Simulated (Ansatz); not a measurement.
**A Fermi-surface study of Cs (space group Pnma, No. 62)**

```
CELL_PARAMETERS angstrom
10.36718 0.00000 0.00000
0.00000 8.23774 0.00000
0.00000 0.00000 5.44396
ATOMIC_POSITIONS crystal
Cs 0.13189 0.75000 0.83923
Cs 0.63189 0.75000 0.66077
Cs 0.86811 0.25000 0.16077
Cs 0.36811 0.25000 0.33923
```

Method: DFT PBE, scalar-relativistic, plane waves, PAW; levels and slopes on a dense k mesh at the converged density in Ansatz 0.2.0. No spin polarisation. k mesh for the levels: 10×12×18. Cell and positions as given, without relaxation. The cell comes from a database of computed structures, not from a measurement.

Part 1: The sheets

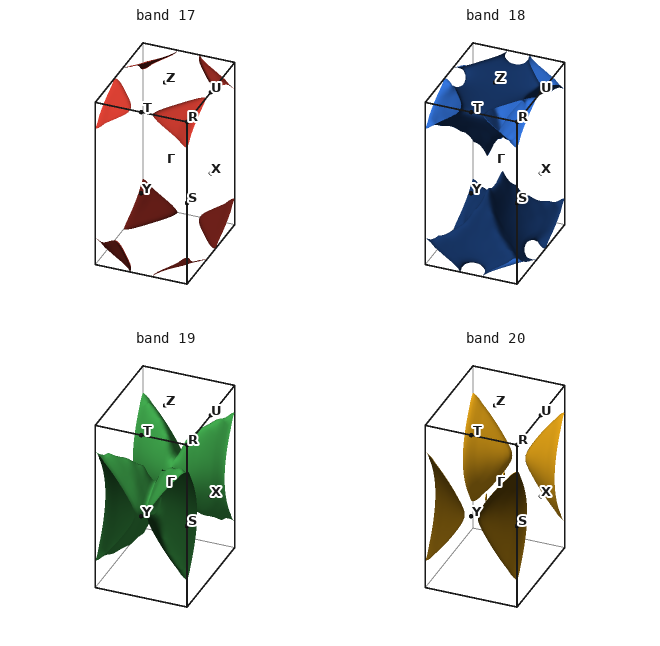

Computed Fermi surface of this crystal. Each panel holds one band. The brighter face of a sheet looks towards empty states.

> Summarise the topology of this Fermi surface.

Four bands cross the Fermi level; this is a three-dimensional metal.

Band 17: one hole pocket centred at R (3.6 % of the zone).
Band 18: an open sheet between a filled part that runs through the repeated zones in all directions and an empty one that does so in two.
Band 19: an open sheet between a empty part that runs through the repeated zones in all directions and a filled one that does so in two.
Band 20: one electron pocket centred at S (6.7 % of the zone) and specks under 0.04 % of the zone, which the mesh doesn't resolve and which may come from the interpolation.
A pocket cut by a face of the zone is counted once with the part on the opposite face.
The shape of the surface of band 17, band 19 and band 20 changes its kind within 0.03 eV of this level, so small parts may appear, vanish, join or separate.

Part 2: Speeds

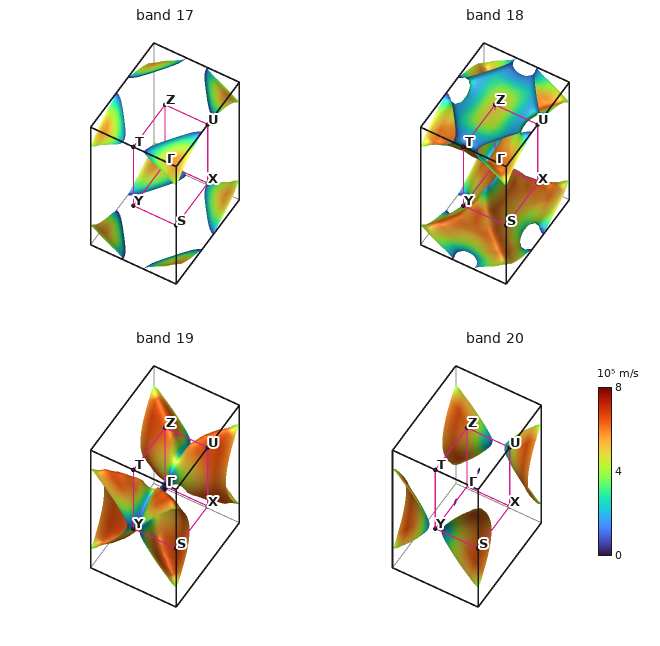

Fermi surface of this crystal, coloured by the Fermi speed.

> Give the range and mean of the Fermi speed for each band.

Band 17: 1.5 to 5.5 × 10⁵ m/s over most of the sheet, 3.4 × 10⁵ m/s on average over states. Band 18: 1.6 to 6.1 × 10⁵ m/s over most of the sheet, 4.0 × 10⁵ m/s on average over states. Band 19: 2.0 to 6.5 × 10⁵ m/s over most of the sheet, 4.6 × 10⁵ m/s on average over states. Band 20: 2.0 to 6.3 × 10⁵ m/s over most of the sheet, 4.4 × 10⁵ m/s on average over states.

> Which of these bands adds most to the density of states at the Fermi level?

Band 18, with 2.5 of 5.6 states/eV per cell.

Part 3: Cuts and bands

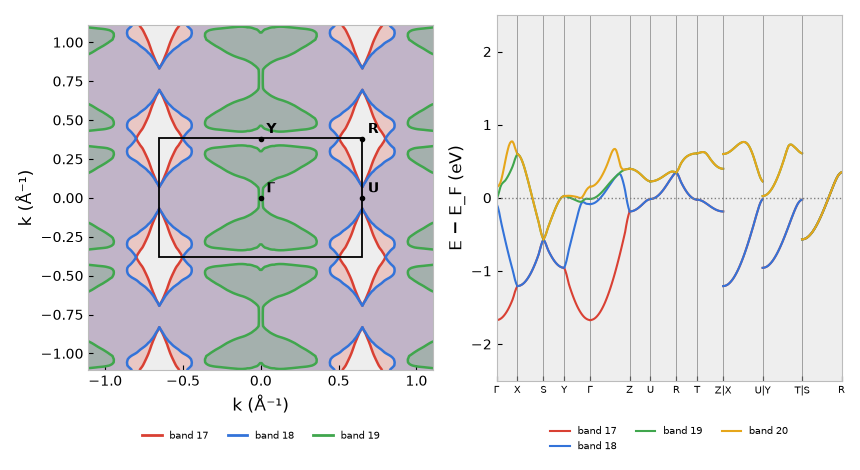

This crystal: cut through the Fermi surface in the plane through Γ, U and Y, filled states shaded, and the bands that cross the Fermi level.

> Give each band's level at the labelled points, in eV from the Fermi level.

```
   band      Γ      X      Z      U      Y      S
band 17  −1.67  −1.21  −0.19  −0.02  −0.96  −0.57
band 18  −0.09  −1.21  −0.19  −0.02  −0.96  −0.57
band 19  −0.01  +0.60  +0.40  +0.22  +0.02  −0.57
band 20  +0.15  +0.60  +0.40  +0.22  +0.02  −0.57
```

Negative values are filled states.

Spin-orbit coupling is left out; with Cs it can split, shift or remove sheets. Necks and pockets thinner than about two mesh steps aren't resolved, so separate pockets may in truth be joined.

Cost: 5.8 min on 1 thread of Arm Neoverse V1 (shared host), peak memory 2.6 GiB.
